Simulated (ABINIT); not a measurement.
# AlN: optical-spectrum calculation (part 2 of 2)

AlN (P6₃mc, 4 atoms in the cell); Kohn-Sham DFT of a periodic cell, LDA, PseudoDojo NC SR LDA v0.4.1 standard, no spin polarisation (ABINIT 10.8.3); cutoff 979.61 eV, 12×12×8 k-mesh, fixed occupations. The structure derives from an entry of the Crystallography Open Database.

### Output, continued
```
 Mean square residual over all n,k,spin=   53.754E-17; max=  13.565E-14
 reduced coordinates (array xred) for    4 atoms
       0.666666666667      0.333333333333      0.500000000000
       0.333333333333      0.666666666667      0.000000000000
       0.666666666667      0.333333333333      0.880000000000
       0.333333333333      0.666666666667      0.380000000000
 rms dE/dt=  1.2065E-02; max dE/dt=  2.0897E-02; dE/dt below (all hartree)
    1       0.000000000000      0.000000000000      0.020897475094
    2       0.000000000000      0.000000000000      0.020897475094
    3       0.000000000000      0.000000000000     -0.020897534362
    4      -0.000000000000      0.000000000000     -0.020897534362

 cartesian coordinates (angstrom) at end:
    1      1.55650000000000     0.89864569400980     2.49050000000000
    2     -0.00000000000000     1.79729138801960     0.00000000000000
    3      1.55650000000000     0.89864569400980     4.38328000000000
    4     -0.00000000000000     1.79729138801960     1.89278000000000

 cartesian forces (hartree/bohr) at end:
    1     -0.00000000000000    -0.00000000000000    -0.00222013315786
    2     -0.00000000000000    -0.00000000000000    -0.00222013315786
    3     -0.00000000000000    -0.00000000000000     0.00222013315786
    4      0.00000000000000     0.00000000000000     0.00222013315786
 frms,max,avg= 1.2817945E-03 2.2201332E-03   0.000E+00  0.000E+00  3.148E-09 h/b

 cartesian forces (eV/Angstrom) at end:
    1     -0.00000000000000    -0.00000000000000    -0.11416383712723
    2     -0.00000000000000    -0.00000000000000    -0.11416383712723
    3     -0.00000000000000    -0.00000000000000     0.11416383712723
    4      0.00000000000000     0.00000000000000     0.11416383712723
 frms,max,avg= 6.5912522E-02 1.1416384E-01   0.000E+00  0.000E+00  1.619E-07 e/A
 length scales=  5.882717429951  5.882717429951  9.412725833147 bohr
              =  3.113000000000  3.113000000000  4.981000000000 angstroms
 Fermi (or HOMO) energy (hartree) =   0.20497   Average Vxc (hartree)=  -0.40307
 Eigenvalues (hartree) for nkpt=  76  k points:
 kpt#   1, nband=  8, wtk=  0.00174, kpt=  0.0000  0.0000  0.0625 (reduced coord)
  -0.34230   -0.26237   -0.01137    0.17741    0.17741    0.20115    0.20115    0.20455
 prteigrs : prtvol=0 or 1, do not print more k-points.

--- !EnergyTerms
iteration_state     : {dtset: 1, }
comment             : Components of total free energy in Hartree
kinetic             :  1.63928013810864E+01
hartree             :  5.61673916683594E+00
xc                  : -8.49223913382646E+00
Ewald energy        : -2.17432241270718E+01
psp_core            :  6.67244707049564E-01
local_psp           : -1.66977855545491E+01
non_local_psp       : -1.42973544984133E+00
total_energy        : -2.56861990103168E+01
total_energy_eV     : -6.98957082460866E+02
band_energy         :  2.79443977980512E-01
...

 Cartesian components of stress tensor (hartree/bohr^3)
  sigma(1 1)=  2.34296928E-04  sigma(3 2)=  0.00000000E+00
  sigma(2 2)=  2.34296928E-04  sigma(3 1)=  0.00000000E+00
  sigma(3 3)=  1.73797521E-04  sigma(2 1)=  0.00000000E+00

-Cartesian components of stress tensor (GPa)         [Pressure= -6.2999E+00 GPa]
- sigma(1 1)=  6.89325360E+00  sigma(3 2)=  0.00000000E+00
- sigma(2 2)=  6.89325360E+00  sigma(3 1)=  0.00000000E+00
- sigma(3 3)=  5.11329961E+00  sigma(2 1)=  0.00000000E+00

================================================================================
== DATASET  2 ==================================================================

--- !DatasetInfo
iteration_state: {dtset: 2, }
dimensions: {natom: 4, nkpt: 76, mband: 20, nsppol: 1, nspinor: 1, nspden: 1, mpw: 2937, }
cutoff_energies: {ecut:  36.0, pawecutdg:  -1.0, }
electrons: {nelect:   1.60000000E+01, charge:   0.00000000E+00, occopt:   1.00000000E+00, tsmear:   1.00000000E-02, }
meta: {optdriver: 0, ionmov: 0, optcell: 0, iscf: -2, paral_kgb: 0, }
...

 mkfilename : getden/=0, take file _DEN from output of DATASET   1.

 Exchange-correlation functional for the present dataset will be:
  LDA: Perdew-Wang 92 LSD fit to Ceperley-Alder data - ixc=7
  J.P.Perdew and Y.Wang, PRB 45, 13244 (1992)

 Real(R)+Recip(G) space primitive vectors, cartesian coordinates (Bohr,Bohr^-1):
 R(1)=  5.8827174  0.0000000  0.0000000  G(1)=  0.1699895  0.0981435  0.0000000
 R(2)= -2.9413587  5.0945827  0.0000000  G(2)=  0.0000000  0.1962869  0.0000000
 R(3)=  0.0000000  0.0000000  9.4127258  G(3)=  0.0000000  0.0000000  0.1062392
 Unit cell volume ucvol=  2.8209931E+02 bohr^3
 Angles (23,13,12)=  9.00000000E+01  9.00000000E+01  1.20000000E+02 degrees

 getcut: wavevector=  0.0000  0.0000  0.0000  ngfft=  32  32  54
         ecut(hartree)=     36.000   => boxcut(ratio)=   2.01398
--------------------------------------------------------------------------------

================================================================================
 Non-SCF case, kpt    1 (  0.00000  0.00000  0.06250), residuals and eigenvalues=
  9.92E-13  1.06E-13  2.98E-13  4.12E-13  5.47E-13  2.95E-13  5.97E-13  8.93E-13
  6.68E-14  9.21E-13  2.55E-13  5.24E-13  8.13E-13  4.18E-13  7.37E-13  3.27E-13
  8.44E-12  9.47E-11  2.92E-10  4.20E-09
 -3.4230E-01 -2.6237E-01 -1.1368E-02  1.7741E-01  1.7741E-01  2.0115E-01
  2.0115E-01  2.0455E-01  3.6711E-01  4.4955E-01  5.9176E-01  6.1185E-01
  6.1185E-01  6.7809E-01  6.8242E-01  6.8242E-01  7.3907E-01  7.3907E-01
  7.5212E-01  8.4361E-01
 prteigrs : prtvol=0 or 1, do not print more k-points.

--- !ResultsGS
iteration_state: {dtset: 2, }
comment   : Summary of ground state results
lattice_vectors:
- [  5.8827174,   0.0000000,   0.0000000, ]
- [ -2.9413587,   5.0945827,   0.0000000, ]
- [  0.0000000,   0.0000000,   9.4127258, ]
lattice_lengths: [   5.88272,    5.88272,    9.41273, ]
lattice_angles: [ 90.000,  90.000, 120.000, ] # degrees, (23, 13, 12)
lattice_volume:   2.8209931E+02
convergence: {deltae:  0.000E+00, res2:  0.000E+00, residm:  9.996E-13, diffor:  0.000E+00, }
etotal    :  -2.56861990E+01
entropy   :   0.00000000E+00
fermie    :   2.04966305E-01
cartesian_stress_tensor: null
pressure_GPa: null
xred      :
- [  6.6667E-01,   3.3333E-01,   5.0000E-01, Al]
- [  3.3333E-01,   6.6667E-01,   0.0000E+00, Al]
- [  6.6667E-01,   3.3333E-01,   8.8000E-01,  N]
- [  3.3333E-01,   6.6667E-01,   3.8000E-01,  N]
cartesian_forces: null
force_length_stats: {min: null, max: null, mean: null, }
...

 Integrated electronic density in atomic spheres:
 ------------------------------------------------
 Atom  Sphere_radius  Integrated_density
    1        2.00000          1.12306033
    2        2.00000          1.12306033
    3        2.00000          5.34556206
    4        2.00000          5.34556206
================================================================================

 ----iterations are completed or convergence reached----

 Mean square residual over all n,k,spin=   48.762E-14; max=  99.961E-14
 reduced coordinates (array xred) for    4 atoms
       0.666666666667      0.333333333333      0.500000000000
       0.333333333333      0.666666666667      0.000000000000
       0.666666666667      0.333333333333      0.880000000000
       0.333333333333      0.666666666667      0.380000000000

 cartesian coordinates (angstrom) at end:
    1      1.55650000000000     0.89864569400980     2.49050000000000
    2     -0.00000000000000     1.79729138801960     0.00000000000000
    3      1.55650000000000     0.89864569400980     4.38328000000000
    4     -0.00000000000000     1.79729138801960     1.89278000000000
 length scales=  5.882717429951  5.882717429951  9.412725833147 bohr
              =  3.113000000000  3.113000000000  4.981000000000 angstroms
 Eigenvalues (hartree) for nkpt=  76  k points:
 kpt#   1, nband= 20, wtk=  0.00174, kpt=  0.0000  0.0000  0.0625 (reduced coord)
  -0.34230   -0.26237   -0.01137    0.17741    0.17741    0.20115    0.20115    0.20455
   0.36711    0.44955    0.59176    0.61185    0.61185    0.67809    0.68242    0.68242
   0.73907    0.73907    0.75212    0.84361
 prteigrs : prtvol=0 or 1, do not print more k-points.

================================================================================
== DATASET  3 ==================================================================

--- !DatasetInfo
iteration_state: {dtset: 3, }
dimensions: {natom: 4, nkpt: 76, mband: 16, nsppol: 1, nspinor: 1, nspden: 1, mpw: 2937, }
cutoff_energies: {ecut:  36.0, pawecutdg:  -1.0, }
electrons: {nelect:   1.60000000E+01, charge:   0.00000000E+00, occopt:   1.00000000E+00, tsmear:   1.00000000E-02, }
meta: {optdriver: 8, wfk_task: 7, }
...

 mkfilename : getwfk/=0, take file _WFK from output of DATASET   2.

 Exchange-correlation functional for the present dataset will be:
  LDA: Perdew-Wang 92 LSD fit to Ceperley-Alder data - ixc=7
  J.P.Perdew and Y.Wang, PRB 45, 13244 (1992)

--------------------------------------------------------------------------------

 Computation of velocity matrix elements (DDK)

 Parameters extracted from the Abinit header:
    ecut:     36.0
    nkpt:    1152
    mband:   20
    nsppol:  1
    nspinor: 1
    useylm:  0
    inclvkb: 2
    bmin: 1, bmax: 20
    Computing diagonal and off-diagonal matrix elements
    Between band index bmin: 1, bmax: 20

== END DATASET(S) ==============================================================
================================================================================

 -outvars: echo values of variables after computation  --------
            acell      5.8827174300E+00  5.8827174300E+00  9.4127258331E+00 Bohr
           etotal1    -2.5686199010E+01
           etotal3     0.0000000000E+00
            fcart1    -0.0000000000E+00 -0.0000000000E+00 -2.2201331579E-03
                      -0.0000000000E+00 -0.0000000000E+00 -2.2201331579E-03
                      -7.3235412177E-28 -4.2282484934E-28  2.2201331579E-03
                       7.3235412177E-28  4.2282484934E-28  2.2201331579E-03
            fcart3     0.0000000000E+00  0.0000000000E+00  0.0000000000E+00
                       0.0000000000E+00  0.0000000000E+00  0.0000000000E+00
                       0.0000000000E+00  0.0000000000E+00  0.0000000000E+00
                       0.0000000000E+00  0.0000000000E+00  0.0000000000E+00
            rprim      1.0000000000E+00  0.0000000000E+00  0.0000000000E+00
                      -5.0000000000E-01  8.6602540380E-01  0.0000000000E+00
                       0.0000000000E+00  0.0000000000E+00  1.0000000000E+00
           strten1     2.3429692777E-04  2.3429692768E-04  1.7379752121E-04
                       0.0000000000E+00  0.0000000000E+00  0.0000000000E+00
           strten3     0.0000000000E+00  0.0000000000E+00  0.0000000000E+00
                       0.0000000000E+00  0.0000000000E+00  0.0000000000E+00
           xangst      1.5565000000E+00  8.9864569401E-01  2.4905000000E+00
                      -4.1463783679E-17  1.7972913880E+00  0.0000000000E+00
                       1.5565000000E+00  8.9864569401E-01  4.3832800000E+00
                      -4.1463783679E-17  1.7972913880E+00  1.8927800000E+00
             xred      6.6666666667E-01  3.3333333333E-01  5.0000000000E-01
                       3.3333333333E-01  6.6666666667E-01  0.0000000000E+00
                       6.6666666667E-01  3.3333333333E-01  8.8000000000E-01
                       3.3333333333E-01  6.6666666667E-01  3.8000000000E-01
 Calculation completed.
```

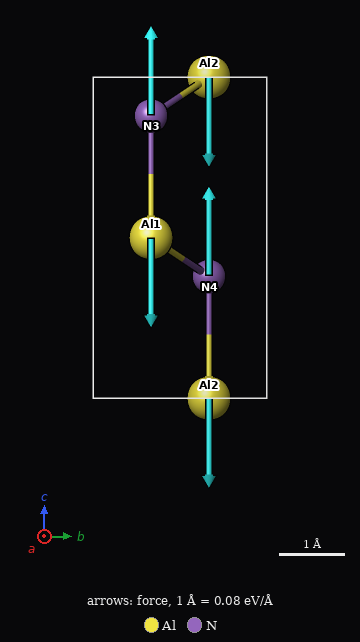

Figure 1. Forces on the atoms as teal arrows (ball-and-stick view of the cell of the calculation, along the a axis; atoms are numbered from 1 in the order of the input). The largest act on Al1, Al2 (0.11 eV/Å); N3, N4 (0.11 eV/Å). The geometry is not a stationary point of this energy.

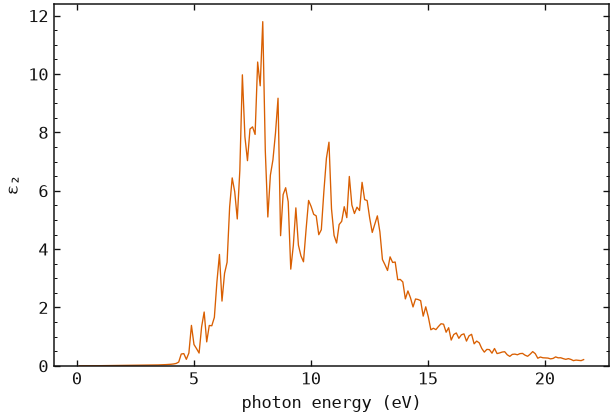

Figure 2. Imaginary part of the dielectric function (first component that the program prints). The highest peak, 11.8, lies at 7.95 eV.

This output came from the following input.

### Input file
```
# Datasets
ndtset 3

# Pseudopotentials
pp_dirpath "./"
pseudos "Al.upf, N.upf"

# Structure
acell 3.113 3.113 4.981 Angstrom
rprim
     1.0000000000     0.0000000000     0.0000000000
    -0.5000000000     0.8660254038     0.0000000000
     0.0000000000     0.0000000000     1.0000000000
ntypat 2
znucl 13 7
natom 4
typat 1 1 2 2
xred
            2/3            1/3            1/2
            1/3            2/3            0.0
            2/3            1/3   0.8800000000
            1/3            2/3   0.3800000000

# Plane-wave basis
ecut 979.609905 eV

# k points
ngkpt 12 12 8
nshiftk 1
shiftk 0.0 0.0 0.5
istwfk *1

# Exchange and correlation
ixc 7

# Bands and occupations
occopt 1

# SCF cycle
nstep 80
diemac 6.0

# Output
iomode 3
prteig 0
prtebands 0

# Dataset 1: ground state
nband1 8
tolvrs1 1.0e-12
prtden1 1
prtwf1 0
kptopt1 1

# Dataset 2: empty bands at fixed density
iscf2 -2
getden2 1
nband2 20
nbdbuf2 4
tolwfr2 1.0e-12
nstep2 120
prtden2 0
kptopt2 1

# Dataset 3: wave functions and velocity matrix elements in the full zone
optdriver3 8
wfk_task3 "wfk_optics_fullbz"
getwfk3 2
nband3 16
kptopt3 1
prtevk3 1
inclvkb3 2
```

### File optic.abi
```
&FILES
 ddkfile_1 = 'runo_DS3_1_EVK.nc',
 ddkfile_2 = 'runo_DS3_2_EVK.nc',
 ddkfile_3 = 'runo_DS3_3_EVK.nc',
 wfkfile = 'runo_DS3_WFK.nc'
/
&PARAMETERS
 broadening = 0.001837,
 domega = 0.002,
 maxomega = 0.8,
 scissor = 0.000000,
 tolerance = 0.002
/
&COMPUTATIONS
 num_lin_comp = 2,
 lin_comp = 11,33,
 num_nonlin_comp = 2,
 nonlin_comp = 333,311
/
```

Run as:
```bash
abinit run.abi > log 2>&1
optic optic.abi > optic.log 2>&1
```

### Summary

```tsv
quantity	value
outcome	converged
space group (tolerance 0.01 Å)	P6₃mc (186)
electrons treated	16
free energy	−698.9571 eV
Fermi energy	5.577 eV
pressure	−6.30 GPa
largest force (length of the vector)	0.114 eV/Å
hardware	1 thread of Arm Neoverse V1, 24 GiB of memory available, shared host
wall time	3.1 min
peak memory	1.2 GiB
```

### Remarks

Points of doubt noted for this run: cutoff too low for stress. The cell is under a tension of 6.3 GPa at this level, so it is not at its equilibrium volume.
